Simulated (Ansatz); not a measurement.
Start from this file.

```yaml
crystal:
  lattice:
    - [3.97563, 0.00000, 0.00000]
    - [-1.98781, 3.44299, 0.00000]
    - [0.00000, 0.00000, 4.83264]
  atoms:
    - { symbol: Al, position: [0.00000, 0.00000, 0.00000] }
    - { symbol: Al, position: [0.33333, 0.66667, 0.35300] }
    - { symbol: Al, position: [0.66667, 0.33333, 0.64700] }
    - { symbol: Cu, position: [0.33333, 0.66667, 0.84378] }
    - { symbol: Cu, position: [0.66667, 0.33333, 0.15622] }
```

> Work out the structure from the coordinates.

Chemical formula Al$_{3}$Cu$_{2}$. Its lattice is primitive hexagonal, its space group P-3m1 (No. 164). Atoms per cell: 5 (3 Al, 2 Cu).

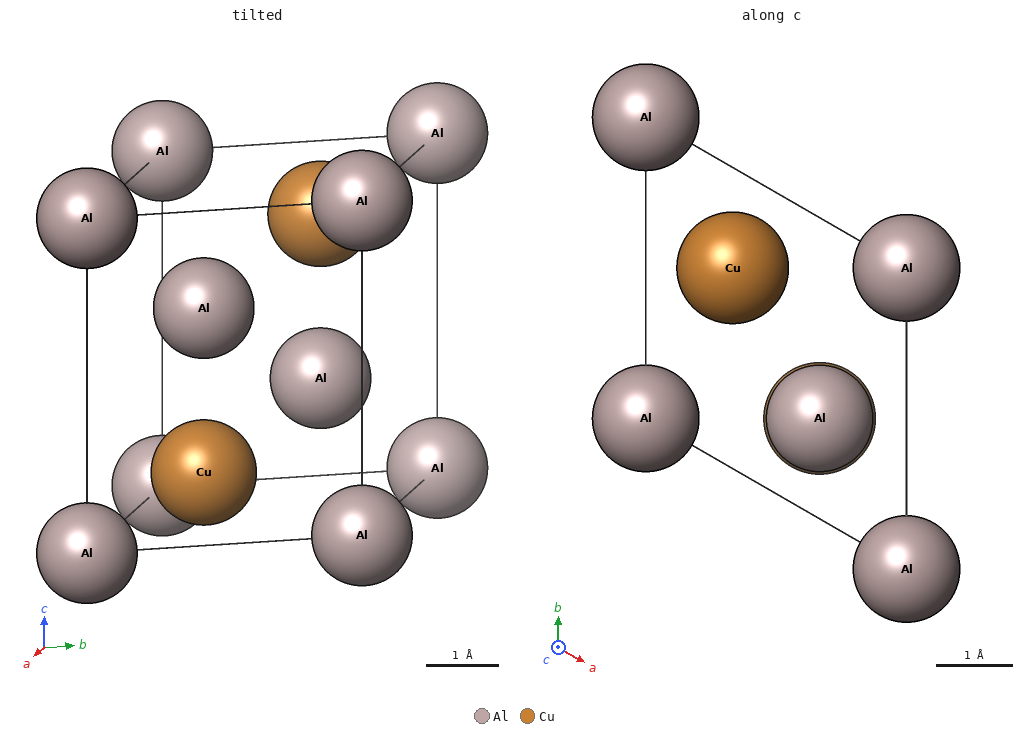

An orthographic spheres-only view of the structure, slightly off an axis and along the c axis. The wireframe shows the conventional unit cell. Colours: aluminium light grey, copper orange.

Origin of the cell: a structure listed in the Materials Project. The cell was then strained or its atoms displaced on purpose. The atoms were relaxed in a fixed cell with DFT PBEsol, scalar-relativistic, plane waves, PAW in Ansatz.

At this level of theory the cell isn't at rest (compressed, at 13 GPa), so its distances can differ from those at equilibrium, the more so the softer the solid.
